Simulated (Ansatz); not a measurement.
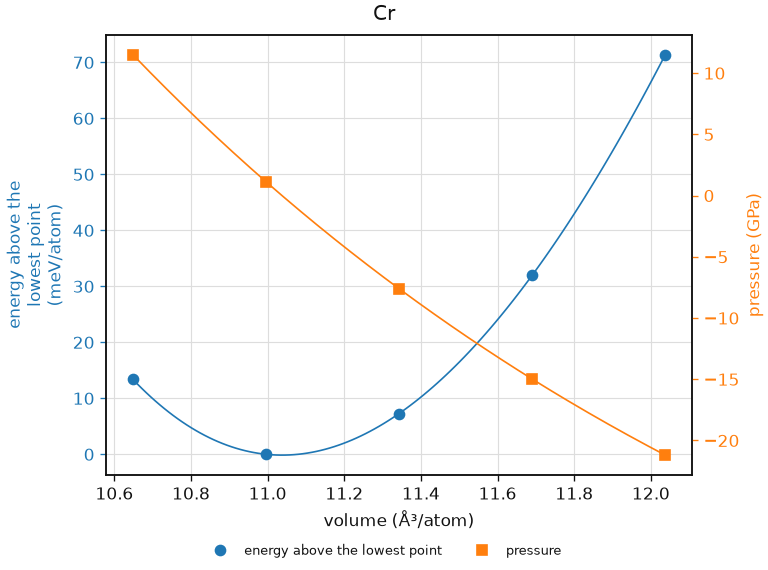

Plotted: energy above the lowest point and pressure against volume for Cr, space group Im-3m (No. 229) (one of a set of cubic test structures, which need not be the stable phase).

How it was computed, with Ansatz 0.2.0 development build: equation of state of a cubic crystal from periodic Kohn-Sham density functional theory without spin, third-order Birch-Murnaghan fit to the free energies; pressure corrected for the finite basis. Level: HSE06.

```
                setting                   value
         structure type                     bcc
          atoms in cell                       1
     space group number                     229
       lattice centring  body-centred primitive
                 k mesh                   6×6×6
      occupation method             Fermi–Dirac
       occupation width                  0.1 eV
            wave cutoff                  700 eV
               datasets                hard PAW
      density tolerance                    0 eV
                  bands                      11
   density cutoff ratio                       4
search for lower states                 default
   exchange singularity             regularized
```

Q: What equilibrium volume and bulk modulus follow from the curve?

A: A third-order Birch–Murnaghan fit gives V0 = 11.04 Å³/atom, B0 = 296 GPa and B′ = 4.4.

Q: What does the pressure do across the range?

A: It falls from 11.5 GPa at volume 10.65 Å³/atom to −21.2 GPa at 12.04 Å³/atom, and changes sign near 11.04 Å³/atom.

Caveats: coarse k-mesh, values are not converged in k; known magnet treated without spin, far from its ground state; pseudopotentials made with PBE, not this functional.
